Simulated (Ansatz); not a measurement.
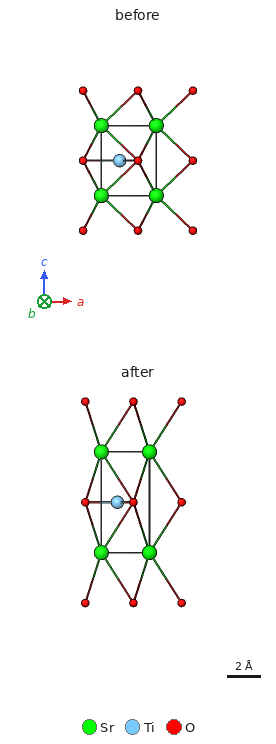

The structure of a crystal of SrTiO (a generated structure, set up in P-6m2) before (top) and after (bottom) a relaxation, at one scale.

A ball-and-stick model of the cell of the calculation, seen along the b axis.

All numbers below come from DFT PBE, scalar-relativistic, plane waves, PAW (Ansatz 0.2.0). Settings: plane-wave cutoff 420 eV; k-point mesh 12 × 12 × 10; occupations gaussian; smearing width 0.1 eV; collinear spin; cell and atoms relaxed; force threshold 0.01 eV/Å; at most 80 steps.

Question: Describe what moved and what it gained.

Answer: The energy falls by 430 meV per atom in 16 accepted moves (21 points after the start). All forces vanish by symmetry, so only the cell relaxes. Pressure: −2.38 GPa at the start and 0.01 GPa at the end. The line search rejected the trial step at point 8 of the run. At 4 points the geometry stayed and the basis and grid were re-selected for the new cell (energy shift of 62.8 meV per atom at most each time). No atom moves by more than 0.005 Å relative to the cell. The drawn cell changes as follows: a = b 3.942 → 3.456 Å (−12.3 %), c 4.351 → 6.261 Å (+43.9 %); the volume changes by +10.6 %. Among the contacts that change: Sr–Ti 3.148 → 3.712 Å, O–Sr 3.148 → 3.712 Å, Sr–Sr 3.942 → 3.456 Å, O–Ti 2.276 → 1.995 Å. The space group stays P-6m2 (No. 187). The program noted that the starting moments weren't kept. The run took 17 min on 1 thread of Arm Neoverse V2, on a shared host, peak memory 0.56 GiB.
